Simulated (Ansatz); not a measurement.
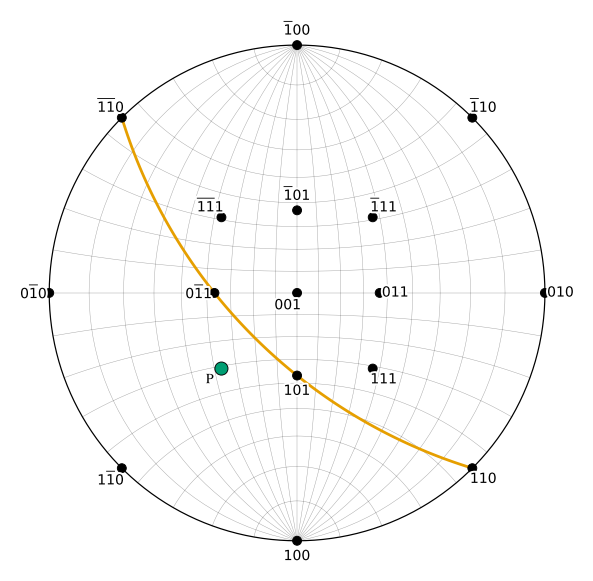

Crystal: GaSb, coordinates from a relaxation with Ansatz 0.2.0, DFT PBE, scalar-relativistic, plane waves, PAW. Stereographic projection of plane normals (upper hemisphere) centred on (0 0 1). Geometry calculated from the standardised cell; symmetry tolerance 0.002 Å.

a = 4.060 Å, b = 4.060 Å, c = 3.045 Å, α = 90.00°, β = 90.00°, γ = 90.00°.

### Index the pole marked P.

P is (1 −1 1), 46.7° from the centre.

### Which zone does the coloured great circle trace?

The zone [1 −1 −1]: its poles satisfy h − k − l = 0.

### What is the angle between the normals of (1 0 1) and (1 −1 1), and what are their d_hkl = 1/|g|?

31.0°; d = 2.436 Å and 2.089 Å.
